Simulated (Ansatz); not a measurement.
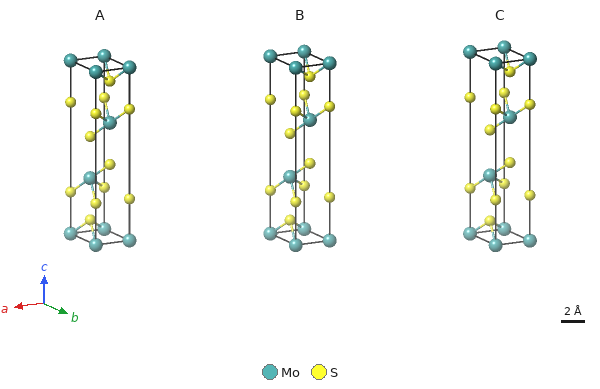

3 geometries from one relaxation of solid MoS₂ (set up in R-3m) (coarse preliminary run), in shuffled order. The picture is a ball-and-stick view of the conventional cell (3 times the calculation's cell), seen from a free direction. Lengths and directions refer to the drawn axes.

These are results of DFT PBE+D3(BJ), scalar-relativistic, plane waves, PAW (Ansatz 0.2.0), not measurements. Settings: plane-wave cutoff 420 eV; k-point mesh 6 × 6 × 6; occupations gaussian; smearing width 0.1 eV; no spin polarisation; cell and atoms relaxed; force threshold 0.05 eV/Å; at most 80 steps.

**Order the frames from highest to lowest energy.**

C, A, B. They are steps 0, 1, 4, at +22.6 meV per atom, +7.1 meV per atom relative to the last. The largest moves relative to the cell, 0.10 Å, are those of S atoms. Mo stays in place. The drawn cell changes as follows: a = b 3.171 → 3.142 Å (−0.9 %), c 18.345 → 17.905 Å (−2.4 %); the volume changes by −4.2 %. Some distances before and after: Mo–S 2.385 → 2.416 Å. Bond angles that change, for instance: S–Mo–S 83.3° → 81.1°, Mo–S–Mo 83.3° → 81.1°, S–Mo–S 96.7° → 98.9°. The space group stays R-3m (No. 166). After 3 accepted moves (4 points after the start) the energy has fallen by 22.6 meV per atom. The largest force component goes from 0.95 to 0.0067 eV/Å. The pressure goes from 4.00 to −0.05 GPa. The SCF was repeated once at an unchanged geometry on a basis and grid sized afresh for the cell, which shifted the energy by 0.1 meV per atom at most.
